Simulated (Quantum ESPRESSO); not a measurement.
# MgO (Periclase): modes at Γ and the response to a field, part 2 of 4

Which modes does MgO (Periclase) have at the zone centre?

Quantum ESPRESSO 7.5; DFT LDA, scalar-relativistic, plane waves, GBRV ultrasoft pseudopotentials.

So far. Step 2 (A probe with smearing): A gap of 4.6 eV opens on this mesh, so the crystal is taken as an insulator; the start stands at -6.2 GPa. Step 4 (Self-consistent run for the response): The cell stands at -0.11 GPa, close enough for phonons.

The database entry behind the starting cell differs from later determinations by our own check (about 0.1 % long), so it need not match the best structure at ambient conditions.

### Step 5. Zone-centre response

At q = 0 one unit cell holds all displacements; symmetry groups them into irreducible representations that are solved one by one. The response to a field gives ε∞ and the Born charges, which polar modes need.

ph.in

```
phonons
&inputph
   prefix = 'x'
   outdir = './tmp'
   fildyn = 'g.dyn'
   tr2_ph = 1.0d-18
   epsil = .true.
/
0.000000000000 0.000000000000 0.000000000000
```

Run with:

```console
OMP_NUM_THREADS=1 mpirun -n 4 ph.x -nk 4 -in ph.in > ph.out
```

What it wrote:

```text
[banners, grids, parts of the stress and lines that vanish by symmetry left out]
[banner, memory and clock lines left out]
Program PHONON v.7.5

     ./tmp/x.save/

     IMPORTANT: XC functional enforced from input :
     Exchange-correlation= PZ
                           (   1   1   0   0   0   0   0)
     Any further DFT definition will be discarded
     Please, verify this is what you really want

     G-vector sticks info

     Check: negative core charge=   -0.000001
     Reading collected, re-writing distributed wavefunctions in ./tmp/

     Number and degeneracy of irreps per q-point
       N         xq(1)         xq(2)         xq(3)   N irreps
       1   0.000000000   0.000000000   0.000000000       2
        3   3

     Calculation of q =    0.0000000   0.0000000   0.0000000

     phonons

     bravais-lattice index     =            0
     lattice parameter (alat)  =       5.5626  a.u.
     unit-cell volume          =     121.7097 (a.u.)^3
     number of atoms/cell      =            2
     number of atomic types    =            2
     kinetic-energy cut-off    =      55.0000  Ry
     charge density cut-off    =     440.0000  Ry
     convergence threshold     =      1.0E-18
     beta                      =       0.7000
     number of iterations used =            4
     Exchange-correlation= PZ
                           (   1   1   0   0   0   0   0)

     celldm(1)=    5.56263  celldm(2)=    0.00000  celldm(3)=    0.00000
     celldm(4)=    0.00000  celldm(5)=    0.00000  celldm(6)=    0.00000

     crystal axes: (cart. coord. in units of alat)
               a(1) = ( -0.7071  0.0000  0.7071 )
               a(2) = (  0.0000  0.7071  0.7071 )
               a(3) = ( -0.7071  0.7071  0.0000 )

     reciprocal axes: (cart. coord. in units 2 pi/alat)
               b(1) = ( -0.7071 -0.7071  0.7071 )
               b(2) = (  0.7071  0.7071  0.7071 )
               b(3) = ( -0.7071  0.7071 -0.7071 )

     Atoms inside the unit cell:

     Cartesian axes

     site n.  atom      mass           positions (alat units)
        1  Mg     24.3050   tau(    1) = (    0.00000    0.00000    0.00000  )
        2  O      15.9990   tau(    2) = (   -0.70711    0.70711    0.70711  )

     Computing dynamical matrix for
                    q = (   0.0000000   0.0000000   0.0000000 )

     49 Sym.Ops. (with q -> -q+G )

     G cutoff =  344.8682  (  18907 G-vectors)     FFT grid: ( 40, 40, 40)
     G cutoff =  172.4341  (   6735 G-vectors)  smooth grid: ( 27, 27, 27)
     number of k points=    72
                       cart. coord. in units 2pi/alat
        k(    1) = (   0.0000000   0.0000000   0.0000000), wk =   0.0011574
        k(    2) = (  -0.0589256   0.0589256  -0.0589256), wk =   0.0092593
        k(    3) = (  -0.1178511   0.1178511  -0.1178511), wk =   0.0092593
        [... further k-points left out ...]

     PseudoPot. # 1 for Mg read from file:
     ./pseudo/Mg.upf
     Pseudo is Ultrasoft, Zval = 10.0
     Using radial grid of  821 points,  7 beta functions with:
                l(1) =   0
                l(2) =   0
                l(3) =   0
                l(4) =   1
                l(5) =   1
                l(6) =   2
                l(7) =   2
     Q(r) pseudized with  8 coefficients,  rinner =    1.200   1.200   1.200
                                                       1.200   1.200

     PseudoPot. # 2 for O  read from file:
     ./pseudo/O.upf
     Pseudo is Ultrasoft + core correction, Zval =  6.0
     Using radial grid of  737 points,  5 beta functions with:
                l(1) =   0
                l(2) =   0
                l(3) =   1
                l(4) =   1
                l(5) =   2
     Q(r) pseudized with  8 coefficients,  rinner =    0.900   0.900   0.900
                                                       0.900   0.900

     Mode symmetry, O_h (m-3m)  point group:

     Electric field:
     Dielectric constant
     Born effective charges as d Force / d E

     Atomic displacements:
     There are    2 irreducible representations

     Representation     1      3 modes -  To be done

     Representation     2      3 modes -  To be done

     Alpha used in Ewald sum =   2.8000

     Electric Fields Calculation

      iter #   1   av.it.:   6.2
      thresh= 1.000E-02 alpha_mix =  0.700 |ddv_scf|^2 =  1.354E-08

      iter #   2   av.it.:  11.5
      thresh= 1.164E-05 alpha_mix =  0.700 |ddv_scf|^2 =  1.309E-10

      iter #   3   av.it.:  11.5
      thresh= 1.144E-06 alpha_mix =  0.700 |ddv_scf|^2 =  8.446E-12

      iter #   4   av.it.:  11.6
      thresh= 2.906E-07 alpha_mix =  0.700 |ddv_scf|^2 =  7.676E-14

      iter #   5   av.it.:  11.5
      thresh= 2.770E-08 alpha_mix =  0.700 |ddv_scf|^2 =  3.803E-16

      iter #   6   av.it.:  11.6
      thresh= 1.950E-09 alpha_mix =  0.700 |ddv_scf|^2 =  6.425E-19

     End of electric fields calculation

          Dielectric constant in cartesian axis

          (       3.187739194       0.000000000       0.000000000 )
          (       0.000000000       3.187739194      -0.000000000 )
          (       0.000000000      -0.000000000       3.187739194 )

          Effective charges (d Force / dE) in cartesian axis without acoustic sum rule applied (asr)

           atom    1  Mg    Mean Z*:        1.97248
      Ex  (        1.97248       -0.00000        0.00000 )
      Ey  (       -0.00000        1.97248        0.00000 )
      Ez  (       -0.00000       -0.00000        1.97248 )
           atom    2  O     Mean Z*:       -1.96984
      Ex  (       -1.96984       -0.00000        0.00000 )
      Ey  (       -0.00000       -1.96984        0.00000 )
      Ez  (        0.00000        0.00000       -1.96984 )

          Effective charges Sum: Mean:        0.00264
              0.00264       -0.00000       -0.00000
             -0.00000        0.00264        0.00000
              0.00000        0.00000        0.00264

          Effective charges (d Force / dE) in cartesian axis with asr applied:
           atom    1  Mg    Mean Z*:        1.97116
      E*x (        1.97116       -0.00000        0.00000 )
      E*y (       -0.00000        1.97116       -0.00000 )
      E*z (       -0.00000       -0.00000        1.97116 )
           atom    2  O     Mean Z*:       -1.97116
      E*x (       -1.97116        0.00000       -0.00000 )
      E*y (        0.00000       -1.97116        0.00000 )
      E*z (        0.00000        0.00000       -1.97116 )

     Representation #   1 modes #   1   2   3

     Self-consistent Calculation

      iter #   1   av.it.:   6.8
      thresh= 1.000E-02 alpha_mix =  0.700 |ddv_scf|^2 =  8.433E-07

      iter #   2   av.it.:  11.7
      thresh= 9.183E-05 alpha_mix =  0.700 |ddv_scf|^2 =  2.088E-09

      iter #   3   av.it.:  11.8
      thresh= 4.569E-06 alpha_mix =  0.700 |ddv_scf|^2 =  7.466E-12

      iter #   4   av.it.:  12.0
      thresh= 2.732E-07 alpha_mix =  0.700 |ddv_scf|^2 =  6.314E-14

      iter #   5   av.it.:  12.0
      thresh= 2.513E-08 alpha_mix =  0.700 |ddv_scf|^2 =  9.814E-16

      iter #   6   av.it.:  12.2
      thresh= 3.133E-09 alpha_mix =  0.700 |ddv_scf|^2 =  2.039E-18

      iter #   7   av.it.:  12.6
      thresh= 1.428E-10 alpha_mix =  0.700 |ddv_scf|^2 =  9.287E-20

     End of self-consistent calculation

     Convergence has been achieved

     Representation #   2 modes #   4   5   6

     Self-consistent Calculation

      iter #   1   av.it.:   7.4
      thresh= 1.000E-02 alpha_mix =  0.700 |ddv_scf|^2 =  3.564E-06

      iter #   2   av.it.:  11.9
      thresh= 1.888E-04 alpha_mix =  0.700 |ddv_scf|^2 =  2.777E-08

      iter #   3   av.it.:  12.3
      thresh= 1.666E-05 alpha_mix =  0.700 |ddv_scf|^2 =  8.243E-11

      iter #   4   av.it.:  12.7
      thresh= 9.079E-07 alpha_mix =  0.700 |ddv_scf|^2 =  4.856E-12

      iter #   5   av.it.:  12.7
      thresh= 2.204E-07 alpha_mix =  0.700 |ddv_scf|^2 =  2.823E-14

      iter #   6   av.it.:  11.7
      thresh= 1.680E-08 alpha_mix =  0.700 |ddv_scf|^2 =  2.812E-17

      iter #   7   av.it.:  12.2
      thresh= 5.303E-10 alpha_mix =  0.700 |ddv_scf|^2 =  1.725E-18

      iter #   8   av.it.:  12.5
      thresh= 1.313E-10 alpha_mix =  0.700 |ddv_scf|^2 =  1.279E-21

     End of self-consistent calculation

     Convergence has been achieved

     Number of q in the star =    1
     List of q in the star:
          1   0.000000000   0.000000000   0.000000000

          Dielectric constant in cartesian axis

          (       3.187739194       0.000000000       0.000000000 )
          (       0.000000000       3.187739194      -0.000000000 )
          (       0.000000000      -0.000000000       3.187739194 )

          Effective charges (d Force / dE) in cartesian axis without acoustic sum rule applied (asr)

           atom    1  Mg    Mean Z*:        1.97248
      Ex  (        1.97248       -0.00000        0.00000 )
      Ey  (       -0.00000        1.97248        0.00000 )
      Ez  (       -0.00000       -0.00000        1.97248 )
           atom    2  O     Mean Z*:       -1.96984
      Ex  (       -1.96984       -0.00000        0.00000 )
      Ey  (       -0.00000       -1.96984        0.00000 )
      Ez  (        0.00000        0.00000       -1.96984 )

          Effective charges Sum: Mean:        0.00264
              0.00264       -0.00000       -0.00000
             -0.00000        0.00264        0.00000
              0.00000        0.00000        0.00264

          Effective charges (d Force / dE) in cartesian axis with asr applied:
           atom    1  Mg    Mean Z*:        1.97116
      E*x (        1.97116       -0.00000        0.00000 )
      E*y (       -0.00000        1.97116       -0.00000 )
      E*z (       -0.00000       -0.00000        1.97116 )
           atom    2  O     Mean Z*:       -1.97116
      E*x (       -1.97116        0.00000       -0.00000 )
      E*y (        0.00000       -1.97116        0.00000 )
      E*z (        0.00000        0.00000       -1.97116 )

     Diagonalizing the dynamical matrix

     q = (    0.000000000   0.000000000   0.000000000 )

 **************************************************************************
     freq (    1) =      -0.428762 [THz] =     -14.301958 [cm-1]
     freq (    2) =      -0.428762 [THz] =     -14.301958 [cm-1]
     freq (    3) =      -0.428762 [THz] =     -14.301958 [cm-1]
     freq (    4) =      12.245876 [THz] =     408.478447 [cm-1]
     freq (    5) =      12.245876 [THz] =     408.478447 [cm-1]
     freq (    6) =      12.245876 [THz] =     408.478447 [cm-1]
 **************************************************************************

     Mode symmetry, O_h (m-3m)  point group:

     freq (   1-   3) =        -14.3  [cm-1]   --> T_1u G_15  G_4- I
     freq (   4-   6) =        408.5  [cm-1]   --> T_1u G_15  G_4- I
```

Elapsed: 63 s, on 4 MPI ranks of Arm Neoverse V2, shared host.

Read from the output:

| Quantity | Value |
| --- | --- |
| miss of the charge sum rule | 0.002640 e |
| largest acoustic frequency at the zone centre before the sum rule | -14.3 cm⁻¹ |
| highest optical zone-centre mode (no LO-TO term) | 408.5 cm⁻¹ |
| lowest optical zone-centre mode | 408.5 cm⁻¹ |
| mean high-frequency dielectric constant | 3.188 |
| largest Born charge in size (third of the trace) | 1.972 e |

Born charge (rows field, columns displacement), before the sum rule (e), principal values of the symmetric part by kind of site:

| atom | atoms with these values | low | middle | high | mean |
| --- | --- | --- | --- | --- | --- |
| Mg1 | 1 | 1.97 | 1.97 | 1.97 | 1.97 |
| O2 | 1 | -1.97 | -1.97 | -1.97 | -1.97 |

In full for Mg1:

```
1.97 0.00 0.00
0.00 1.97 0.00
0.00 0.00 1.97
```

High-frequency dielectric tensor:

```
3.19 0.00 0.00
0.00 3.19 0.00
0.00 0.00 3.19
```

The acoustic modes at Γ come out as far as 14.3 cm⁻¹ from zero, where they should vanish, a sizeable error of basis and grid; the Born charges miss their sum rule by 0.0026 e, which is good.

### Step 6. Zone-centre analysis

A rigid shift of the crystal must cost nothing, but grids and finite bases break this; the acoustic sum rule is imposed before the matrix is diagonalised again. With Born charges the intensities follow, and the static dielectric tensor.

dynmat.in

```
&input
   fildyn = 'g.dyn'
   asr = 'simple'
   fileig = 'dynmat.eig'
   lperm = .true.
/
```

Run with:

```console
dynmat.x -in dynmat.in > dynmat.out
```

What it wrote:

```text
[banner, memory and clock lines left out]
Program DYNMAT v.7.5

     Reading Dynamical Matrix from file g.dyn
     ...Force constants read
     ...epsilon and Z* read
     A direction for q was not specified:TO-LO splitting will be absent

     Polarizability (A^3 units)
     multiply by 0.578287 for Clausius-Mossotti correction
         3.139890    0.000000    0.000000
         0.000000    3.139890   -0.000000
         0.000000   -0.000000    3.139890

     IR activities are in (D/A)^2/amu units

# mode   [cm-1]    [THz]      IR
    1     -0.00   -0.0000    0.0000
    2     -0.00   -0.0000    0.0000
    3      0.00    0.0000    0.0000
    4    408.73   12.2534    9.2912
    5    408.73   12.2534    9.2912
    6    408.73   12.2534    9.2912

Electronic dielectric permittivity tensor (relative, adimensional)
         3.187739    0.000000    0.000000
         0.000000    3.187739   -0.000000
         0.000000   -0.000000    3.187739

 ... with zone-center polar mode contributions
         9.764683    0.000000   -0.000000
         0.000000    9.764683    0.000000
        -0.000000    0.000000    9.764683
```

Wall time 0.47 s (1 thread).

This step gave:

| Property | Result |
| --- | --- |
| highest optical zone-centre mode (no LO-TO term) | 408.7 cm⁻¹ |
| lowest optical zone-centre mode | 408.7 cm⁻¹ |
| mean static dielectric constant | 9.765 |

Unit eigenvectors of the mass-weighted matrix after the sum rule; no LO-TO term. The modes at Γ (shares of kinetic energy by element, %):

```csv
mode,frequency (cm⁻¹),symmetry,Mg %,O %
1,0.0,acoustic,60,40
2,0.0,acoustic,60,40
3,0.0,acoustic,60,40
4,408.7,T1u,40,60
5,408.7,T1u,40,60
6,408.7,T1u,40,60
```

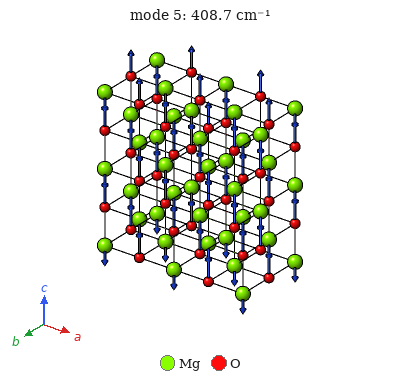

Displacement patterns of mode 5 at Γ; arrows are exaggerated. 2×1×2 conventional cells are drawn. Some periodic images of atoms are drawn too.

Degenerate modes summed, no LO-TO term. Lines of the infrared spectrum (strongest = 100):

```
position (cm⁻¹)  lines merged  label  IR intensity, relative
            409             3    T1u                     100
```

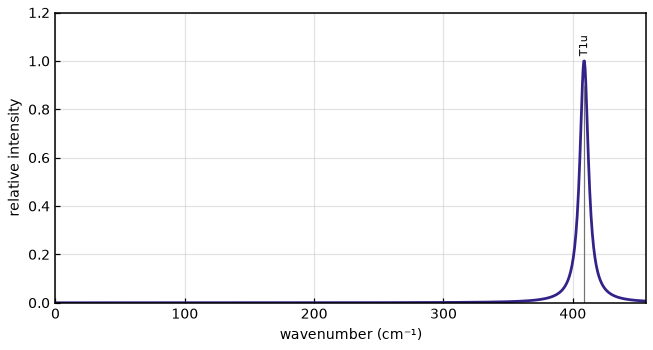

The infrared spectrum, broadened with Lorentzians of width 8 cm⁻¹; bars mark the lines.

Static dielectric tensor (ions relaxed, fixed cell):

```
9.76 0.00 0.00
0.00 9.76 0.00
0.00 0.00 9.76
```

The rule moves no optical mode by more than 0.3 cm⁻¹.

### Step 7. The LO-TO splitting (1 0 0)

A longitudinal polar mode sets up a macroscopic field that stiffens it; the term hangs on the direction from which q goes to zero.

dynmat.in

```
&input
   fildyn = 'g.dyn'
   asr = 'simple'
   fileig = 'dynmat.eig'
   q(1) = 1.0
   q(2) = 0.0
   q(3) = 0.0
/
```

Run with:

```console
dynmat.x -in dynmat.in > dynmat.out
```

What it wrote:

```text
[banner, memory and clock lines left out]
Program DYNMAT v.7.5

     Reading Dynamical Matrix from file g.dyn
     ...Force constants read
     ...epsilon and Z* read

     Polarizability (A^3 units)
     multiply by 0.578287 for Clausius-Mossotti correction
         3.139890    0.000000    0.000000
         0.000000    3.139890   -0.000000
         0.000000   -0.000000    3.139890

     IR activities are in (D/A)^2/amu units

# mode   [cm-1]    [THz]      IR
    1     -0.00   -0.0000    0.0000
    2     -0.00   -0.0000    0.0000
    3      0.00    0.0000    0.0000
    4    408.73   12.2534    9.2912
    5    408.73   12.2534    9.2912
    6    715.36   21.4459    9.2912
```

Elapsed: 0.47 s, on 1 thread.

Numbers from this step:

| Quantity | Value |
| --- | --- |
| highest mode moved by the LO-TO term | 715.4 cm⁻¹ |

Zone-centre frequencies as printed; negative means imaginary. Modes:

```
mode  frequency (cm⁻¹)
   1                 0
   2                 0
   3                 0
   4             408.7
   5             408.7
   6             715.4
```

The field moves one mode, from 409 to 715 cm⁻¹; the others stay.

### Step 8. Self-consistent run for the response, volume × 0.94

Bonds stiffen under compression, so frequencies follow the volume; the atoms are not relaxed anew.

scf.in

```
&control
   calculation = 'scf'
   prefix = 'x'
   outdir = './tmp'
   pseudo_dir = './pseudo'
   tprnfor = .true.
   tstress = .true.
/
&system
   ibrav = 0
   nat = 2
   ntyp = 2
   ecutwfc = 55.0
   ecutrho = 440.0
   occupations = 'fixed'
   nbnd = 10
/
&electrons
   conv_thr = 1.0d-12
   mixing_beta = 0.7
   electron_maxstep = 100
/
ATOMIC_SPECIES
 Mg     24.3050  Mg.upf
 O      15.9990  O.upf
CELL_PARAMETERS angstrom
    -2.038960733    0.000000000    2.038960733
     0.000000000    2.038960733    2.038960733
    -2.038960733    2.038960733    0.000000000
ATOMIC_POSITIONS crystal
 Mg     0.000000000   0.000000000   0.000000000
 O      0.500000000   0.500000000   0.500000000
K_POINTS automatic
 12 12 12 0 0 0
```

Run with:

```console
OMP_NUM_THREADS=1 mpirun -n 4 pw.x -nk 4 -in scf.in > scf.out
```

What it wrote:

```text
[banners, grids, parts of the stress and lines that vanish by symmetry left out]
[banner, memory and clock lines left out]
Program PWSCF v.7.5

[...]
kinetic-energy cutoff     =      55.0000  Ry
     charge density cutoff     =     440.0000  Ry
     scf convergence threshold =      1.0E-12
[...]
Exchange-correlation= SLA  PZ   NOGX NOGC
                           (   1   1   0   0   0   0   0)
[...]
48 Sym. Ops., with inversion, found
[...]
number of k points=    72
[...]
End of self-consistent calculation
[...]
highest occupied, lowest unoccupied level (ev):     8.6975   14.3823
!    total energy              =    -157.62204748 Ry
[...]
convergence has been achieved in  10 iterations
[...]
atom    1 type  1   force =     0.00000000    0.00000000    0.00000000
     atom    2 type  2   force =     0.00000000    0.00000000    0.00000000
     Total force =     0.000000     Total SCF correction =     0.000000
[...]
total   stress  (Ry/bohr**3)                   (kbar)     P=      120.09
[...]
XML data file, charge density, pseudopotentials, collected wavefunctions
```

The job ended after 2.9 s (4 MPI ranks; 11 s of CPU time).

Read from the output:

| Property | Result |
| --- | --- |
| volume per atom | 8.477 Å³ |
| pressure | 12.01 GPa |
| gap on the k-mesh | 5.685 eV |

(Continued in part 3 of 4.)

[Host names and launcher messages were left out of these logs when they were recorded.]

[Logs are printed without paths, hosts, clocks, repeated set-up lines and the standing remarks that a program may print on its own settings, such as how far it seeks lower states.]

[Hosts, paths, dates, database ids (printed as entryN), source tags and the programs' standing remarks are cut or masked in the printed files.]
